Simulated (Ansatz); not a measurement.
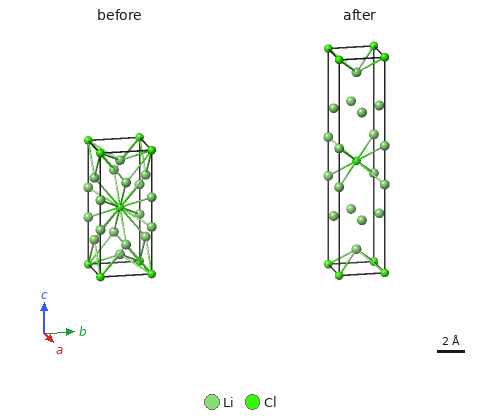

The structure of solid Li4Cl (a generated structure, set up in I4/mmm) (coarse preliminary run) before (left) and after (right) a relaxation, at one scale.

Style: ball-and-stick. Shown: the conventional cell (2 times the calculation's cell), slightly off an axis. Lengths and directions refer to the drawn axes.

Computed with DFT PBE, scalar-relativistic, plane waves, PAW (Ansatz 0.2.0). Set-up: plane-wave cutoff 420 eV; k-point mesh 6 × 6 × 6; occupations gaussian; smearing width 0.1 eV; no spin polarisation; cell and atoms relaxed; force threshold 0.04 eV/Å; at most 70 steps.

### Summarise the run.

The largest moves relative to the cell, 0.50 Å, are those of Li atoms. Cl stays in place. Cell: a = b 3.932 → 3.499 Å (−11.0 %), c 9.536 → 16.609 Å (+74.2 %). Volume +38.0 %. Some distances before and after: Cl–Li 3.090 → 4.506 Å, Li–Li 2.324 → 3.181 Å, Li–Li 2.289 → 2.990 Å, Li–Li 2.780 → 2.474 Å. The space group stays I4/mmm (No. 139). The energy falls by 665 meV per atom in 16 accepted moves (18 points after the start). Largest force component: 0.9 eV/Å at the start, 0.0044 eV/Å at the end. The pressure goes from 12.46 to 0.08 GPa. At 2 points the geometry stayed and the basis and grid were re-selected for the new cell (energy shift of 51.3 meV per atom at most each time). The run took 59 s on 1 thread of Arm Neoverse V2, on a shared host, peak memory 0.5 GiB.
